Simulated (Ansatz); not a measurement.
Cd4Te5 (slab)

Input

```
crystal:
  lattice:
    - [4.6791895984, 0.0, 0.0]
    - [0.0, 4.6791895984, 0.0]
    - [0.0, 0.0, 28.234746782]
  atoms:
    - { symbol: Te, position: [0.0, 0.5, 0.2656301492] }
    - { symbol: Cd, position: [0.5, 0.5, 0.3242226119] }
    - { symbol: Te, position: [0.5, 0.0, 0.3828150746] }
    - { symbol: Cd, position: [0.0, 0.0, 0.4414075373] }
    - { symbol: Te, position: [0.0, 0.5, 0.5] }
    - { symbol: Cd, position: [0.5, 0.5, 0.5585924627] }
    - { symbol: Te, position: [0.5, 0.0, 0.6171849254] }
    - { symbol: Cd, position: [0.0, 0.0, 0.6757773881] }
    - { symbol: Te, position: [0.0, 0.5, 0.7343698508] }
basis:
  ecutwfc: 420
kpoints:
  mp_grid: { grid: [8, 8, 1] }
hamiltonian:
  xc: pbe
scf:
  occupations: { method: gaussian, width: 0.05 }
output:
  forces: true
  stress: true
  eigenvalues: true
  write_density: true
  write_potential: true
  elf: true
  volumetric_format: npy
efield:
  axis: 3
  dipole_correction: true
  ramp_width: 0.04
```

Launched as:

```sh
ansatz run input.yaml --threads 1 --pin off --max-ram 2560MiB --backend cpu --events-out ev --progress --plain --runs-dir out
```

Not relaxed (largest force 0.3 eV/Å).

Method: Ansatz 0.2.0, DFT PBE, scalar-relativistic, plane waves, PAW.

What will maps of the valence pseudo-density and electron localisation function show?

Answer. Cd–Te (2.87 Å): ρ is about 0.32 e/Å³ halfway; the ELF is about 0.50 at the midpoint and 0.15 at its lowest between the atoms.

Does the calculation give a band gap?

Answer. It is metallic or semimetallic at this level of theory: no gap opens.

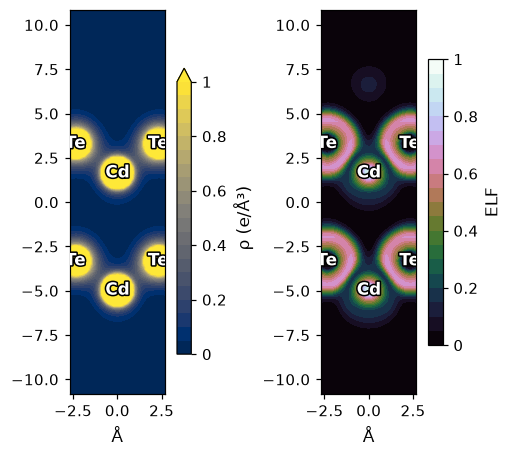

Computed valence pseudo-density and electron localisation function on the (100) plane of the calculation cell, a cut from vacuum to vacuum, in this order. 

Core electrons are frozen (PAW), and the valence fields are smoothed inside the atomic spheres.
